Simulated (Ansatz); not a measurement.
System: antifluorite-type Be2C, space group Fm-3m, 3 atoms in the primitive cell, relaxed with r2SCAN; cubic a = 4.321 Å. Starting point: PBE, Ansatz PAW set, no spin polarisation, no spin-orbit coupling, 6×6×6 k mesh, 420 eV cutoff, fixed occupations (Ansatz 0.2.0). Many-body step: G0W0 with empty bands 75, screening cutoff 140 eV and frequency treatment contour deformation.

In PBE the smallest gap over these k points is 1.17 eV, with direct gaps of 4.14 eV at Γ, 5.92 eV at X and 6.86 eV at L.

**What does G0W0 give?**

Over the k points that were corrected, the smallest gap goes from 1.17 eV in PBE (Γ to X) to 1.90 eV in G0W0 (Γ to X), a change of +0.73 eV (+63 %). Counted from the valence top, the lowest empty level moves by +1.11 eV at Γ, +0.73 eV at X and +1.04 eV at L; over the 8 points that were corrected the shifts run from +0.73 to +1.14 eV: a spread of 0.41 eV on a mean of 0.99 eV, so one scissor shift doesn't describe this level. Only two empty levels a point were corrected, so a higher one could drop under them. The top filled level also moves against the valence top, by −0.29 eV at X. Down to 4.8 eV under the top, the filled levels drop by about 0.06 eV more for each eV of depth, so the valence band is stretched by about 6 %.

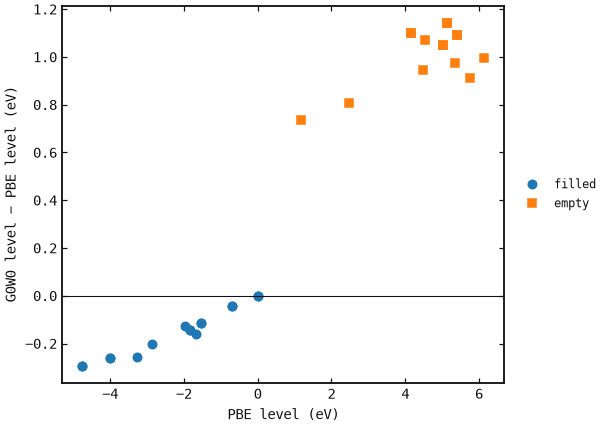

Change of each level from PBE to G0W0 against its PBE energy, both sets counted from their own valence top.

| k point | PBE direct gap (eV) | G0W0 direct gap (eV) |
| --- | --- | --- |
| Γ | 4.14 | 5.25 |
| X | 5.92 | 6.95 |
| L | 6.86 | 8.06 |

The k mesh is thin for GW. The cell comes from a database of computed structures, and whether it is the stable form of this composition wasn't checked. Bands, cutoffs and mesh are finite, so these values aren't at the basis limit.
